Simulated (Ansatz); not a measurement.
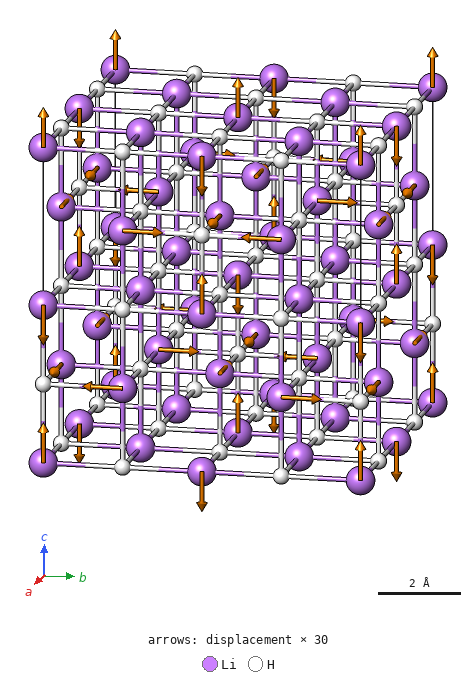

This is a relaxation of a defect cell of composition Li8H7. The starting structure is drawn; orange arrows show the displacements, magnified 30 times.

The picture is a ball-and-stick view of the conventional cell (4 times the calculation's cell), seen slightly off an axis. Lengths and directions refer to the drawn axes.

Case: H vacancy (site b), charge +0, atoms relaxed at the host's cell.

The calculation used Ansatz, DFT PBE, scalar-relativistic, plane waves, PAW.

Input file:
```yaml
crystal:
  lattice:
    - [0.0, 4.0071000521, -4.0071000521]
    - [4.0071000521, 4.0071000521, 0.0]
    - [4.0071000521, 0.0, -4.0071000521]
  atoms:
    - { symbol: Li, position: [0.5, 0.5, 0.0], spin: 0.167 }
    - { symbol: Li, position: [0.5, 0.0, 0.0], spin: 0.167 }
    - { symbol: Li, position: [1.0, 0.5, 0.0] }
    - { symbol: Li, position: [1.0, 0.0, 0.0], spin: 0.167 }
    - { symbol: Li, position: [0.5, 0.5, 0.5], spin: 0.167 }
    - { symbol: Li, position: [0.5, 0.0, 0.5] }
    - { symbol: Li, position: [1.0, 0.5, 0.5], spin: 0.167 }
    - { symbol: Li, position: [1.0, 0.0, 0.5], spin: 0.167 }
    - { symbol: H, position: [0.25, 0.25, 0.25] }
    - { symbol: H, position: [0.75, 0.75, 0.25] }
    - { symbol: H, position: [0.75, 0.25, 0.25] }
    - { symbol: H, position: [0.25, 0.75, 0.75] }
    - { symbol: H, position: [0.25, 0.25, 0.75] }
    - { symbol: H, position: [0.75, 0.75, 0.75] }
    - { symbol: H, position: [0.75, 0.25, 0.75] }
  host:
    lattice:
      - [0.0, 2.003550026, 2.003550026]
      - [2.003550026, 0.0, 2.003550026]
      - [2.003550026, 2.003550026, 0.0]
    atoms:
      - { symbol: Li, position: [0.0, 0.0, 0.0] }
      - { symbol: H, position: [0.5, 0.5, 0.5] }
basis:
  ecutwfc: 420
  xc_grid: 2
kpoints:
  mp_grid: { grid: [5, 5, 5], shift: [0.0, 0.0, 0.0] }
hamiltonian:
  xc: pbe
scf:
  occupations: { method: gaussian, width: 0.01 }
output:
  forces: true
  stress: false
  eigenvalues: true
  populations: true
  charged_corrections:
    defect_position: [0.25, 0.75, 0.25]
    epsilon: [[14.9362, 0.0, 0.0], [0.0, 14.9362, 0.0], [0.0, 0.0, 14.9362]]
magnetization:
  spin_polarized: true
relax:
  adjacent_minimum: "off"
  f_tol: 0.025
  max_steps: 45
```

Command:
```bash
ansatz run input.yaml --threads 4 --pin off --max-ram 8192MiB --backend cpu --events-out ev --progress --plain --runs-dir out
```

> Describe the change and its energy.

After 2 accepted moves (3 points after the start) the energy has fallen by 23.1 meV per cell of the calculation. Largest force component: 0.22 eV/Å at the start, 0.00083 eV/Å at the end. The line search rejected the trial step at point 1 of the run. The largest moves, 0.035 Å, are those of Li1, Li2, Li4, Li5, Li7 and Li8. Li4 goes along +c. H stays in place. The lattice vectors keep their values. Some distances before and after: Li1–H15 2.004 → 1.969 Å.

Limits of the set-up: the periodic images lie only 5.7 Å apart, so the values are limited by the cell's size.
